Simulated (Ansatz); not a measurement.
System: Ge, space group Fd-3m (No. 227).

The given structure:
```xyz
2
Lattice="0.0000 2.8288 2.8288 2.8288 0.0000 2.8288 2.8288 2.8288 0.0000" Properties=species:S:1:pos:R:3 pbc="T T T"
Ge    2.8288    2.8288    2.8288
Ge    4.2432    4.2432    4.2432
```

Calculation (Ansatz 0.2.0): homogeneous strain of a crystal along one Voigt pattern with engineering shear, fractional coordinates fixed, by plane-wave density functional theory with PAW datasets, free energies less that of the undisturbed cell; scalar-relativistic. Level: LDA, no spin polarisation.

- wave cutoff: 420 eV
- k mesh: 14×14×14
- occupations: Gaussian
- smearing width: 0.15 eV
- k shift: (0, 0, 0) (mesh steps)
- start: as given
- strain pattern: (0, 1, 0, 0, 0, 0) (xx yy zz yz xz xy with engineering shear)

Predict the energy change and tensile stress summed over the strain pattern against strain. The strain takes the values −0.040, −0.030, −0.020, −0.010, 0.000, 0.010, 0.020, 0.030, 0.035, 0.040.

The energy falls towards negative values, so the start isn't a stationary minimum along this path. The energy change is 6.16 meV/atom at strain −0.040 and 19.47 meV/atom at 0.040; the lowest computed point is at strain −0.010 (−0.99 meV/atom). The tensile stress summed over the strain pattern rises from −3.538 GPa at strain −0.040 to 5.504 GPa at 0.040, and changes sign near −0.011. The slope of stress against strain at the start, which at zero pressure is the clamped-ion constant C22, is 114 GPa.

```
strain  energy change (meV/atom)  tensile stress summed over the strain pattern (GPa)
-0.040                      6.16                                               -3.538
-0.030                      2.04                                               -2.293
-0.020                     -0.33                                               -1.070
-0.010                     -0.99                                                0.121
 0.000                      0.00                                                1.276
 0.010                      2.60                                                2.394
 0.020                      6.75                                                3.471
 0.030                     12.39                                                4.508
 0.035                     15.75                                                5.011
 0.040                     19.47                                                5.504
```

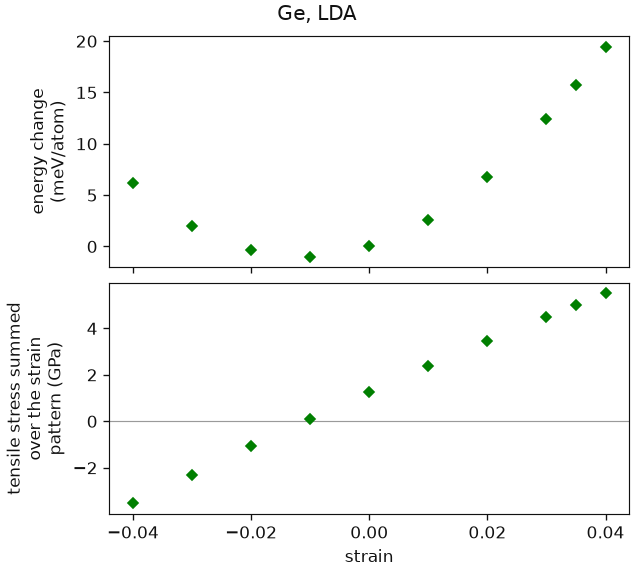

Note: reference crystal is not relaxed.
